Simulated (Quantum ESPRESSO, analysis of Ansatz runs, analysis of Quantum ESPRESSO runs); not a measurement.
# Cu-H pair in ZnO: local vibrational mode, LDA (Quantum ESPRESSO), part 2 of 2

Aim: the local vibrational mode of the Cu-H pair in ZnO, to be set beside the measurement. Set-up: LDA, GBRV 1.5 LDA, 32-site cell, LDA lattice, k: the single point 1/4 1/4 1/4. The model is a cell of 32 host atoms with Cu put on another atom's site and H put in between. The frequencies come from force constants among the defect atom and its neighbours, with the masses of the isotopes named. A local or semilocal functional is the cheapest first rung.

Quantum ESPRESSO 7.5; LDA, GBRV 1.5 LDA, 32-site cell, LDA lattice, k: the single point 1/4 1/4 1/4.

So far: The structure; Relaxation, charge 0.

## 2. Relaxation, charge 0 (continued)

Level of this step: Quantum ESPRESSO plane-wave DFT, LDA, GBRV 1.5 LDA potentials; relaxation of all atoms of a defect supercell (Quantum ESPRESSO).

Step by step (22 of 41):

| step | energy less that of the first step (eV) |
| --- | --- |
| 0 | 0.0000 |
| 2 | -0.5096 |
| 4 | -0.5619 |
| 6 | -0.5924 |
| 8 | -0.6054 |
| 10 | -0.6144 |
| 11 | -0.6187 |
| 13 | -0.6245 |
| 15 | -0.6278 |
| 17 | -0.6312 |
| 19 | -0.6361 |
| 21 | -0.6429 |
| 23 | -0.6487 |
| 25 | -0.6533 |
| 27 | -0.6583 |
| 29 | -0.6604 |
| 30 | -0.6611 |
| 32 | -0.6626 |
| 34 | -0.6632 |
| 36 | -0.6634 |
| 38 | -0.6636 |
| 40 | -0.6638 |

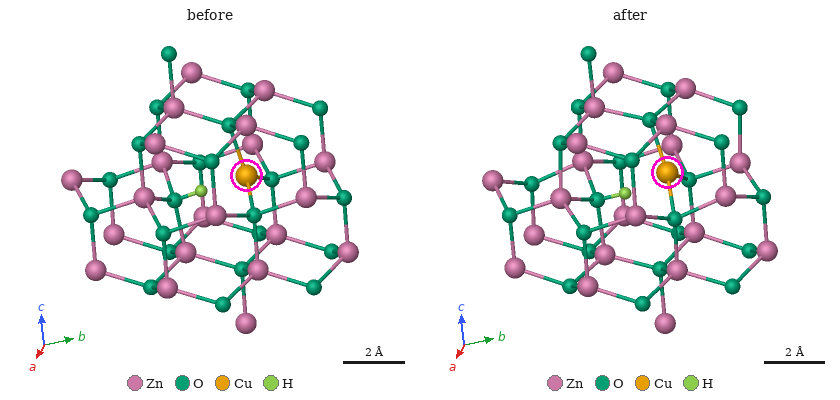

Before and after: the atoms that start within 5 Å of the centre. Cu14, which moves most, is ringed if it is among them.

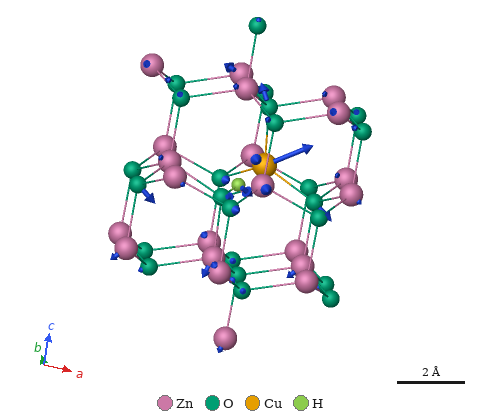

Displacements in the relaxation near the centre, exaggerated; the longest in the cell stands for 0.41 Å.

The atoms that moved most (Å):

| atom | dx | dy | dz | length |
| --- | --- | --- | --- | --- |
| Cu14 | 0.325 | 0.116 | 0.229 | 0.414 |
| O15 | -0.106 | 0.019 | 0.151 | 0.186 |
| O28 | 0.132 | 0.057 | -0.108 | 0.180 |
| H33 | 0.064 | 0.140 | -0.077 | 0.172 |
| Zn6 | 0.097 | -0.111 | -0.012 | 0.148 |
| Zn13 | -0.141 | 0.031 | 0.030 | 0.147 |
| Zn1 | -0.023 | -0.049 | -0.121 | 0.133 |
| O12 | 0.084 | -0.059 | 0.004 | 0.103 |

The relaxed structure:

```xyz
33
Lattice="6.3789 0.0000 0.0000 -3.1894 5.5243 0.0000 0.0000 0.0000 10.3127" Properties=species:S:1:pos:R:3 pbc="T T T"
Zn   -0.0226    1.7886    2.4390
Zn    1.6113    0.8946    0.0033
O     1.6017    0.8726    1.9532
O     0.0285    1.6909    4.4380
Zn   -0.0399    1.8464    7.7454
Zn    1.6838    0.8255    5.1553
O     1.5449    0.9397    7.0996
O     0.0030    1.8076    9.7041
Zn   -1.5947    4.5593    2.6131
Zn   -0.0146    3.6599   -0.0397
O    -0.0199    3.6389    1.9206
O    -1.5294    4.5436    4.5414
Zn   -1.7177    4.6430    7.7629
Cu    0.3103    4.2356    5.5392
O    -0.1225    3.6920    7.2665
O    -1.6190    4.5915    9.7063
Zn    3.1632    1.8375    2.5681
Zn    4.7722    0.9013   -0.0344
O     4.7402    0.9017    1.9174
O     3.1906    1.8601    4.5251
Zn    3.1303    1.8660    7.7238
Zn    4.7489    0.9316    5.1807
O     4.7453    0.9464    7.1327
O     3.1769    1.8297    9.6731
Zn    1.5555    4.5796    2.5082
Zn    3.1869    3.6562    0.0069
O     3.1857    3.6670    1.9492
O     1.7213    4.6799    4.4220
Zn    1.5364    4.6160    7.7527
Zn    3.2400    3.6967    5.1474
O     3.1205    3.6951    7.1068
O     1.5897    4.5820    9.7002
H     0.0790    2.6779    4.6979
```

The atoms nearest to the centre after the run:

| atom | distance (Å) |
| --- | --- |
| H33 | 0.510 |
| Cu14 | 1.305 |
| O4 | 1.510 |
| O12 | 2.140 |
| O15 | 2.380 |
| O28 | 2.394 |
| Zn22 | 2.727 |
| Zn6 | 2.842 |
| Zn1 | 2.847 |

Neighbours of the added atoms: H33: O4 1.02, Cu14 1.79, Zn1 2.43 Å.

## 3. Atom Zn1 moved by 0.015 A along x

Force constants come from the forces after small displacements. One such run is shown.

This step: Quantum ESPRESSO plane-wave DFT, LDA, GBRV 1.5 LDA potentials; single point of a defect supercell.

The input, pw.in:

```
&CONTROL
  calculation = 'scf'
  prefix = 'pwscf'
  outdir = './tmp'
  pseudo_dir = './pseudo'
  tprnfor = .true.
  disk_io = 'low'
/
&SYSTEM
  ibrav = 0
  nat = 33
  ntyp = 4
  ecutwfc = 45
  ecutrho = 360
  nbnd = 212
  occupations = 'smearing'
  smearing = 'fd'
  degauss = 0.00073499
  nosym = .true.
/
&ELECTRONS
  conv_thr = 1d-10
  electron_maxstep = 100
  mixing_beta = 0.5
/
ATOMIC_SPECIES
Zn    65.3800 zn_lda_v1.uspp.F.UPF
O     15.9990 o_lda_v1.2.uspp.F.UPF
Cu    63.5460 cu_lda_v1.2.uspp.F.UPF
H      1.0080 h_lda_v1.4.uspp.F.UPF
CELL_PARAMETERS angstrom
   6.3788936946    0.0000000000    0.0000000000
  -3.1894468473    5.5242840431    0.0000000000
   0.0000000000    0.0000000000   10.3127043865
ATOMIC_POSITIONS crystal
Zn     0.1606916602    0.3237692880    0.2365066412
Zn     0.3335613270    0.1619372559    0.0003199914
[... 1 atom line left out ...]
O      0.1575170668    0.3060832020    0.4303441442
Zn     0.1608640994    0.3342376664    0.7510525695
Zn     0.3386765927    0.1494281540    0.4998933915
[... 2 atom lines left out ...]
Zn     0.1626604148    0.8253116364    0.2533875159
[... 1 atom line left out ...]
O      0.3262293709    0.6587077162    0.1862333311
O      0.1714854677    0.8224742136    0.4403687505
[... 1 atom line left out ...]
Cu     0.4320056006    0.7667306486    0.5371284930
O      0.3149512897    0.6683231779    0.7046201121
[... 6 atom lines left out ...]
Zn     0.8287898112    0.1686439258    0.5023619019
[... 5 atom lines left out ...]
O      0.6934183596    0.8471422513    0.4287949303
[... 4 atom lines left out ...]
H      0.2547664934    0.4847517524    0.4555456819
K_POINTS crystal
1
0.25 0.25 0.25 1.0
```

Started as:

```
$ OMP_NUM_THREADS=1 pw.x -in pw.in > pw.out
```

Output:

```text
[banner, memory and clock lines left out]
          URL

     G-vector sticks info

     bravais-lattice index     =            0
     lattice parameter (alat)  =      12.0544  a.u.
     unit-cell volume          =    2452.3956 (a.u.)^3
     number of atoms/cell      =           33
     number of atomic types    =            4
     number of electrons       =       416.00
     number of Kohn-Sham states=          212
     kinetic-energy cutoff     =      45.0000  Ry
     charge density cutoff     =     360.0000  Ry
     scf convergence threshold =      1.0E-10
     mixing beta               =       0.5000
     number of iterations used =            8  plain     mixing
     Exchange-correlation=  SLA  PZ   NOGX NOGC
                           (   1   1   0   0   0   0   0)

     celldm(1)=  12.054362  celldm(2)=   0.000000  celldm(3)=   0.000000
     celldm(4)=   0.000000  celldm(5)=   0.000000  celldm(6)=   0.000000

     crystal axes: (cart. coord. in units of alat)
               a(1) = (   1.000000   0.000000   0.000000 )
               a(2) = (  -0.500000   0.866025   0.000000 )
               a(3) = (   0.000000   0.000000   1.616692 )

     reciprocal axes: (cart. coord. in units 2 pi/alat)
               b(1) = (  1.000000  0.577350 -0.000000 )
               b(2) = (  0.000000  1.154701  0.000000 )
               b(3) = (  0.000000 -0.000000  0.618547 )

     PseudoPot. # 1 for Zn read from file:
     zn_lda_v1.uspp.F.UPF
     Pseudo is Ultrasoft, Zval = 20.0
     Generated by new atomic code, or converted to UPF format
     Using radial grid of  943 points,  6 beta functions with:
                l(1) =   0
                l(2) =   0
                l(3) =   1
                l(4) =   1
                l(5) =   2
                l(6) =   2
     Q(r) pseudized with  8 coefficients,  rinner =    1.100   1.100   1.100
                                                       1.100   1.100

     PseudoPot. # 2 for O  read from file:
     o_lda_v1.2.uspp.F.UPF
     Pseudo is Ultrasoft + core correction, Zval =  6.0
     Generated by new atomic code, or converted to UPF format
     Using radial grid of  737 points,  5 beta functions with:
                l(1) =   0
                l(2) =   0
                l(3) =   1
                l(4) =   1
[...]
Q(r) pseudized with  8 coefficients,  rinner =    0.900   0.900   0.900
                                                       0.900   0.900

     PseudoPot. # 3 for Cu read from file:
     cu_lda_v1.2.uspp.F.UPF
     Pseudo is Ultrasoft + core correction, Zval = 19.0
     Generated by new atomic code, or converted to UPF format
     Using radial grid of  867 points,  6 beta functions with:
[...]
l(4) =   1
                l(5) =   2
                l(6) =   2
     Q(r) pseudized with  8 coefficients,  rinner =    1.150   1.150   1.150
                                                       1.150   1.150

     PseudoPot. # 4 for H  read from file:
     h_lda_v1.4.uspp.F.UPF
     Pseudo is Ultrasoft, Zval =  1.0
     Generated by new atomic code, or converted to UPF format
     Using radial grid of  615 points,  2 beta functions with:
                l(1) =   0
                l(2) =   0
     Q(r) pseudized with  8 coefficients,  rinner =    0.700

     atomic species   valence    mass     pseudopotential
     Zn               20.00    65.38000     Zn( 1.00)
     O                 6.00    15.99900     O ( 1.00)
     Cu               19.00    63.54600     Cu( 1.00)
     H                 1.00     1.00800     H ( 1.00)

     No symmetry found

   Cartesian axes

     site n.     atom                  positions (alat units)
         1        Zn     tau(   1) = (  -0.0011930   0.2803924   0.3823583  )
         2        Zn     tau(   2) = (   0.2525927   0.1402418   0.0005173  )
         3        O      tau(   3) = (   0.2510972   0.1367874   0.3062040  )
         4        O      tau(   4) = (   0.0044755   0.2650758   0.6957338  )
         5        Zn     tau(   5) = (  -0.0062547   0.2894583   1.2142204  )
         6        Zn     tau(   6) = (   0.2639625   0.1294086   0.8081735  )
         7        O      tau(   7) = (   0.2421950   0.1473142   1.1129847  )
         8        O      tau(   8) = (   0.0004638   0.2833768   1.5212894  )
         9        Zn     tau(   9) = (  -0.2499954   0.7147409   0.4096495  )
        10        Zn     tau(  10) = (  -0.0022816   0.5737488  -0.0062177  )
        11        O      tau(  11) = (  -0.0031245   0.5704576   0.3010819  )
        12        O      tau(  12) = (  -0.2397516   0.7122836   0.7119405  )
        13        Zn     tau(  13) = (  -0.2692807   0.7278670   1.2169690  )
        14        Cu     tau(  14) = (   0.0486403   0.6640082   0.8683712  )
        15        O      tau(  15) = (  -0.0192103   0.5787849   1.1391535  )
        16        O      tau(  16) = (  -0.2538070   0.7198011   1.5216288  )
        17        Zn     tau(  17) = (   0.4958879   0.2880600   0.4025946  )
        18        Zn     tau(  18) = (   0.7481287   0.1412964  -0.0053925  )
        19        O      tau(  19) = (   0.7431011   0.1413633   0.3005804  )
        20        O      tau(  20) = (   0.5001789   0.2916093   0.7093921  )
[...]
iteration #  4     ecut=    45.00 Ry     beta= 0.50
     Davidson diagonalization with overlap
     ethr =  2.58E-03,  avg # of iterations =  2.0

     total energy              =   -7841.26991050 Ry
     estimated scf accuracy    <       1.74894123 Ry

     iteration #  5     ecut=    45.00 Ry     beta= 0.50
     Davidson diagonalization with overlap
     ethr =  4.20E-04,  avg # of iterations =  2.0

     total energy              =   -7841.08513534 Ry
     estimated scf accuracy    <       1.16503595 Ry

     iteration #  6     ecut=    45.00 Ry     beta= 0.50
     Davidson diagonalization with overlap
     ethr =  2.80E-04,  avg # of iterations =  3.0

     total energy              =   -7841.03975128 Ry
     estimated scf accuracy    <       0.50081449 Ry

     iteration #  7     ecut=    45.00 Ry     beta= 0.50
     Davidson diagonalization with overlap
     ethr =  1.20E-04,  avg # of iterations = 11.0

     total energy              =   -7841.02439177 Ry
     estimated scf accuracy    <       0.19512129 Ry

     iteration #  8     ecut=    45.00 Ry     beta= 0.50
     Davidson diagonalization with overlap
     ethr =  4.69E-05,  avg # of iterations =  6.0

     total energy              =   -7841.02083994 Ry
     estimated scf accuracy    <       0.07305861 Ry

     iteration #  9     ecut=    45.00 Ry     beta= 0.50
     Davidson diagonalization with overlap
     ethr =  1.76E-05,  avg # of iterations =  9.0

     total energy              =   -7841.01185336 Ry
     estimated scf accuracy    <       0.03529420 Ry

     iteration # 10     ecut=    45.00 Ry     beta= 0.50
     Davidson diagonalization with overlap
     ethr =  8.48E-06,  avg # of iterations =  9.0

     total energy              =   -7841.01359717 Ry
     estimated scf accuracy    <       0.00384411 Ry

[...]
total energy              =   -7841.01425891 Ry
[...]
iteration # 15     ecut=    45.00 Ry     beta= 0.50
     Davidson diagonalization with overlap
     ethr =  1.85E-10,  avg # of iterations =  5.0

     total energy              =   -7841.01425905 Ry
     estimated scf accuracy    <       0.00000011 Ry

     iteration # 16     ecut=    45.00 Ry     beta= 0.50
     Davidson diagonalization with overlap
     ethr =  2.55E-11,  avg # of iterations =  2.0

     total energy              =   -7841.01425906 Ry
     estimated scf accuracy    <       0.00000003 Ry

     iteration # 17     ecut=    45.00 Ry     beta= 0.50
     Davidson diagonalization with overlap
     ethr =  7.31E-12,  avg # of iterations =  5.0

     total energy              =   -7841.01425906 Ry
     estimated scf accuracy    <          2.1E-09 Ry

     iteration # 18     ecut=    45.00 Ry     beta= 0.50
     Davidson diagonalization with overlap
     ethr =  5.02E-13,  avg # of iterations =  3.0

     total energy              =   -7841.01425906 Ry
     estimated scf accuracy    <          3.9E-10 Ry

     iteration # 19     ecut=    45.00 Ry     beta= 0.50
     Davidson diagonalization with overlap
     ethr =  1.00E-13,  avg # of iterations =  3.0

     End of self-consistent calculation

          k = 0.2500 0.4330 0.1546 ( 12509 PWs)   bands (ev):

  -113.7772-113.6334-113.6104-113.5657-113.5270-113.4854-113.4749-113.4699
  -113.4626-113.4512-113.4498-113.4480-113.3592-113.3517-113.3446-100.2282
   -68.4791 -68.4211 -68.4120 -68.3260 -68.3074 -68.2812 -68.2733 -68.2633
   -68.2454 -68.2375 -68.2245 -68.2173 -68.1963 -68.1904 -68.1792 -68.1545
   -68.1484 -68.1407 -68.1399 -68.1382 -68.1365 -68.1336 -68.1334 -68.1281
   -68.1273 -68.1252 -68.1241 -68.1200 -68.1164 -68.1141 -68.1139 -68.1136
   -68.1090 -68.1072 -68.1047 -68.0985 -68.0333 -68.0270 -68.0206 -68.0172
   -68.0141 -68.0103 -68.0068 -67.9977 -67.9941 -58.3213 -58.1103 -57.8783
   -10.0391  -8.7626  -8.5840  -8.5062  -8.4690  -8.3837  -8.3413  -8.2713
    -8.1900  -8.1643  -8.1403  -8.0925  -8.0790  -8.0502  -8.0188  -7.7610
     1.6759   2.6485   2.6855   2.7182   2.7462   2.7626   2.7945   2.8092
     2.8717   2.9057   2.9742   3.0016   3.0626   3.0900   3.1252   3.1762
[...]
6.0825   6.1587   6.1816   6.3848   6.5112   6.5925   6.6455   6.8169
     6.8480   6.9037   6.9674   7.0208   7.0549   7.0857   7.1909   7.2128
     7.2699   7.2958   7.4176   7.5117   7.5602   7.6467   7.7459   7.8219
     7.8590   7.9081   8.0427   8.0780   8.1008   8.1954   8.2130   8.2620
     8.3314   8.5092   8.6048   8.7366   8.9741   9.2539   9.7985  10.1182
    12.1970  13.1502  13.5108  13.6305

     the Fermi energy is    11.7367 ev

!    total energy              =   -7841.01425906 Ry
     estimated scf accuracy    <          9.9E-11 Ry
     smearing contrib. (-TS)   =       0.00000000 Ry
     internal energy E=F+TS    =   -7841.01425906 Ry

     The total energy is F=E-TS. E is the sum of the following terms:
     one-electron contribution =   -6314.76074798 Ry
     hartree contribution      =    3335.75610673 Ry
     xc contribution           =    -779.13818998 Ry
     ewald contribution        =   -4082.87142782 Ry

     convergence has been achieved in  19 iterations

     Forces acting on atoms (cartesian axes, Ry/au):

     atom    1 type  1   force =    -0.00805976    0.00033628   -0.00007537
     atom    2 type  1   force =    -0.00023299   -0.00000835   -0.00074437
     atom    3 type  2   force =     0.00305774   -0.00170206   -0.00087232
     atom    4 type  2   force =     0.00027045   -0.00013708    0.00005652
     atom    5 type  1   force =     0.00009918    0.00003998   -0.00013185
     atom    6 type  1   force =     0.00023010    0.00003111    0.00011318
     atom    7 type  2   force =    -0.00000235    0.00004275   -0.00012335
     atom    8 type  2   force =     0.00014091    0.00028054   -0.00005385
     atom    9 type  1   force =     0.00011517   -0.00085217    0.00014906
     atom   10 type  1   force =     0.00007236    0.00014884    0.00013064
[...]
atom   29 type  1   force =     0.00014517   -0.00002672   -0.00013176
     atom   30 type  1   force =    -0.00003528    0.00006858   -0.00006941
     atom   31 type  2   force =     0.00001544   -0.00005105   -0.00017951
     atom   32 type  2   force =     0.00004590   -0.00020850   -0.00042313
     atom   33 type  4   force =     0.00013441   -0.00021678    0.00002648

     Total force =     0.009981     Total SCF correction =     0.000045
```

Run time: 3.7 min. Hardware: 1 thread of AMD EPYC 7R13 (Zen 3), shared host; peak memory 1.2 GiB.

At this level the gap is 2.08 eV on the k-mesh of the self-consistent run, which can miss the band edges.

## 4. Local vibrational modes

Analysis of the runs above: force constants by central differences of Quantum ESPRESSO plane-wave DFT, LDA, GBRV 1.5 LDA potentials forces among the atoms nearest to a defect, the others at rest.

The modes with the largest weight on the probed atoms (the light atom of a pair), for the masses of each isotope. Modes of the displaced atoms (local only where they lie over the host's phonons):

| isotopes | mode (cm⁻¹) | share of the defect atoms |
| --- | --- | --- |
| H | 3060 | 0.944 |
| H | 784.9 | 0.936 |
| H | 707.2 | 0.905 |
| D | 2224 | 0.892 |
| D | 581.2 | 0.744 |
| D | 540.2 | 0.537 |

## 5. What came out

```json
{
  "distance from the defect atom to its nearest neighbour": "1.022 Å",
  "O-H stretch, 1H": "3060 cm⁻¹",
  "O-D stretch, 2H": "2224 cm⁻¹"
}
```

What this shows: O-H stretch, 1H: computed 3060 cm⁻¹, measured 3191.8 cm⁻¹; 132 cm⁻¹ (4 %) below the measurement. O-D stretch, 2H: computed 2224 cm⁻¹, measured 2379 cm⁻¹; 155 cm⁻¹ (6 %) below the measurement. The computed value is harmonic, while the measured line is the anharmonic fundamental, which for X–H stretches usually lies a few per cent lower. Only the named neighbours move, so modes near the host's band are approximate. Limits: the periodic copies of the defect are only 6.4 Å apart.

[Logs are printed without paths, hosts, clocks, repeated set-up lines and the standing remarks that a program may print on its own settings, such as how far it seeks lower states.]

[Hosts, paths, dates, database ids (printed as entryN), source tags and the programs' standing remarks are cut or masked in the printed files.]

[For some hosts the program warned that the k-mesh of the response run may be too coarse for force constants and the static dielectric constant; such warnings are not shown here.]
